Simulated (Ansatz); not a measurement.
Zr15SiO32 (cell with a defect)

Input

```
crystal:
  lattice:
    - [7.2420009765, 0.0, -5.282437799]
    - [0.0, 7.2420009765, 5.282437799]
    - [0.0, -7.2420009765, 5.282437799]
  atoms:
    - { symbol: Si, position: [0.5, 0.5, 0.0] }
    - { symbol: Zr, position: [0.5, 0.25, 0.25] }
    - { symbol: Zr, position: [0.5, 0.75, 0.75] }
    - { symbol: Zr, position: [0.5, 0.0, 0.5] }
    - { symbol: Zr, position: [0.0, 0.25, 0.75] }
    - { symbol: Zr, position: [0.0, 0.5, 0.5] }
    - { symbol: Zr, position: [0.0, 0.0, 0.0] }
    - { symbol: Zr, position: [0.0, 0.75, 0.25] }
    - { symbol: Zr, position: [0.25, 0.75, 0.0] }
    - { symbol: Zr, position: [0.25, 0.5, 0.25] }
    - { symbol: Zr, position: [0.25, 0.0, 0.75] }
    - { symbol: Zr, position: [0.25, 0.25, 0.5] }
    - { symbol: Zr, position: [0.75, 0.5, 0.75] }
    - { symbol: Zr, position: [0.75, 0.75, 0.5] }
    - { symbol: Zr, position: [0.75, 0.25, 0.0] }
    - { symbol: Zr, position: [0.75, 0.0, 0.25] }
    - { symbol: O, position: [0.5, 0.7785946913, 0.0285946913] }
    - { symbol: O, position: [0.5, 0.5285946913, 0.2785946913] }
    - { symbol: O, position: [0.5, 0.0285946913, 0.7785946913] }
    - { symbol: O, position: [0.5, 0.2785946913, 0.5285946913] }
    - { symbol: O, position: [0.0, 0.5285946913, 0.7785946913] }
    - { symbol: O, position: [0.0, 0.7785946913, 0.5285946913] }
    - { symbol: O, position: [0.0, 0.2785946913, 0.0285946913] }
    - { symbol: O, position: [0.0, 0.0285946913, 0.2785946913] }
    - { symbol: O, position: [0.0, 0.7785946913, 0.0285946913] }
    - { symbol: O, position: [0.0, 0.5285946913, 0.2785946913] }
    - { symbol: O, position: [0.0, 0.0285946913, 0.7785946913] }
    - { symbol: O, position: [0.0, 0.2785946913, 0.5285946913] }
    - { symbol: O, position: [0.5, 0.5285946913, 0.7785946913] }
    - { symbol: O, position: [0.5, 0.7785946913, 0.5285946913] }
    - { symbol: O, position: [0.5, 0.2785946913, 0.0285946913] }
    - { symbol: O, position: [0.5, 0.0285946913, 0.2785946913] }
    - { symbol: O, position: [0.25, 0.7214053087, 0.2214053087] }
    - { symbol: O, position: [0.25, 0.4714053087, 0.4714053087] }
    - { symbol: O, position: [0.25, 0.9714053087, 0.9714053087] }
    - { symbol: O, position: [0.25, 0.2214053087, 0.7214053087] }
    - { symbol: O, position: [0.75, 0.4714053087, 0.9714053087] }
    - { symbol: O, position: [0.75, 0.7214053087, 0.7214053087] }
    - { symbol: O, position: [0.75, 0.2214053087, 0.2214053087] }
    - { symbol: O, position: [0.75, 0.9714053087, 0.4714053087] }
    - { symbol: O, position: [0.25, 0.7214053087, 0.7214053087] }
    - { symbol: O, position: [0.25, 0.4714053087, 0.9714053087] }
    - { symbol: O, position: [0.25, 0.9714053087, 0.4714053087] }
    - { symbol: O, position: [0.25, 0.2214053087, 0.2214053087] }
    - { symbol: O, position: [0.75, 0.4714053087, 0.4714053087] }
    - { symbol: O, position: [0.75, 0.7214053087, 0.2214053087] }
    - { symbol: O, position: [0.75, 0.2214053087, 0.7214053087] }
    - { symbol: O, position: [0.75, 0.9714053087, 0.9714053087] }
  host:
    lattice:
      - [3.6210004882, 0.0, 0.0]
      - [0.0, 3.6210004882, 0.0]
      - [0.0, 0.0, 5.282437799]
    atoms:
      - { symbol: Zr, position: [0.0, 0.0, 0.0] }
      - { symbol: Zr, position: [0.5, 0.5, 0.5] }
      - { symbol: O, position: [0.0, 0.5, 0.3071893825] }
      - { symbol: O, position: [0.0, 0.5, 0.8071893825] }
      - { symbol: O, position: [0.5, 0.0, 0.6928106175] }
      - { symbol: O, position: [0.5, 0.0, 0.1928106175] }
basis:
  ecutwfc: 420
  xc_grid: 2
kpoints:
  mp_grid: { grid: [2, 2, 2], shift: [0.5, 0.5, 0.5] }
hamiltonian:
  xc: pbe
scf:
  occupations: { method: gaussian, width: 0.01 }
output:
  forces: true
  stress: false
  eigenvalues: true
  charged_corrections: { defect_position: [0.5, 0.5, 0.0] }
  write_density: true
  write_potential: true
  elf: true
  volumetric_format: npy
relax:
  adjacent_minimum: "off"
  f_tol: 0.025
  max_steps: 45
```

Command:

```sh
ansatz run input.yaml --threads 4 --pin off --max-ram 10240MiB --backend cpu --events-out ev --progress --plain --runs-dir out
```

The fields are those of the run's last geometry, not of the input's.

All numbers below come from DFT PBE, scalar-relativistic, plane waves, PAW in Ansatz 0.2.0.

In a PAW calculation such maps are meaningful between the atoms, not at the nuclei.

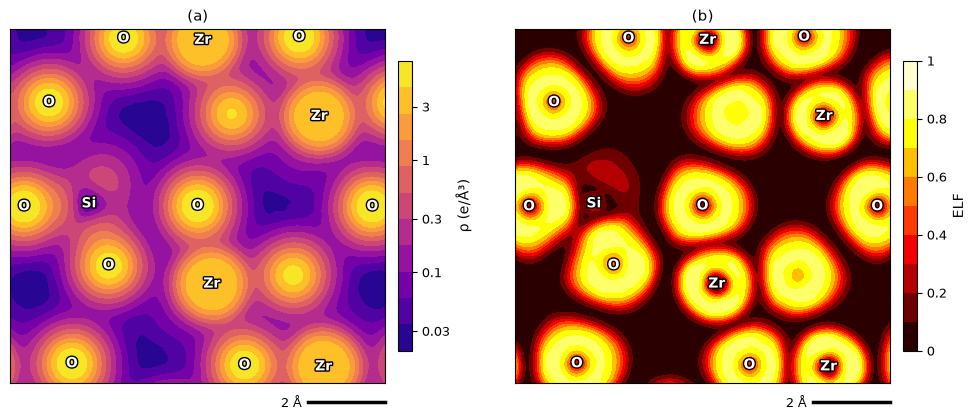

Figure 1. (a) valence charge density (pseudo); (b) electron localisation function on the (010) plane of the calculation cell.

What do the fields say about this system?

Answer.
- Atoms in the plane: Si, Zr and O.
- Atoms just off the plane (O, 0.3 Å away) can leave unmarked features too.
- Si–O (1.68 Å): ρ at the midpoint is about 1.1 e/Å³; the ELF peaks at about 0.85 between the atoms (a polar covalent bond).
- Zr–O (2.05 Å): ρ is about 0.77 e/Å³ halfway; the ELF peaks at about 0.85 in the valence shell of O, 0.6 Å from its nucleus, and drops to about 0.25 between the two atoms; no localised pair shows between them.
- Zr–O (2.13 Å): ρ at the midpoint is about 0.64 e/Å³; the ELF peaks at about 0.85 in the valence shell of O, 0.6 Å from its nucleus, and drops to about 0.20 between the two atoms: no localised pair shows between them.
- Zr–O (2.26 Å): the density is about 0.46 e/Å³ at the midpoint; the ELF peaks at about 0.85 in the valence shell of O, 0.6 Å from its nucleus, and drops to about 0.15 between the two atoms (no localised pair shows between them).
- Between the atoms the lowest density in this plane is 0.02 e/Å³.
- The features right at Zr lie inside the PAW spheres, where the map follows smoothed inner orbitals and isn't to be read closely.

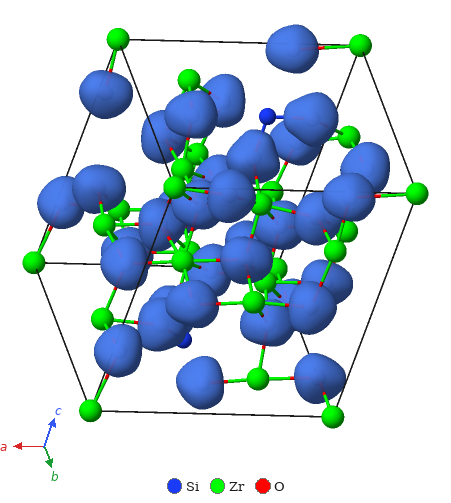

Figure 2. Isosurface of the ELF at 0.6 (blue), seen at an oblique angle. Only the valence region is drawn (cores and ρ < 0.01 e/Å³ removed). Sticks mark near contacts.

Describe the localisation domains.

Answer. The surface consists of four regions on O in which the atom's valence shell and bonds are merged and 28 regions wrapped around O (the valence shell of each), counted in one cell of 48 atoms. Any copies at cell faces, edges or corners count once.


 Zr–O (2.04 Å): the ELF peaks at about 0.85 in the valence shell of O, 0.6 Å from its nucleus, and drops to about 0.25 between the two atoms (no localised pair shows between them).

Does the calculation make it a metal, or give it a gap?

Answer. It is gapped, with a Kohn–Sham gap of 4.1 eV on the k-point mesh, an upper bound to the gap of this method.
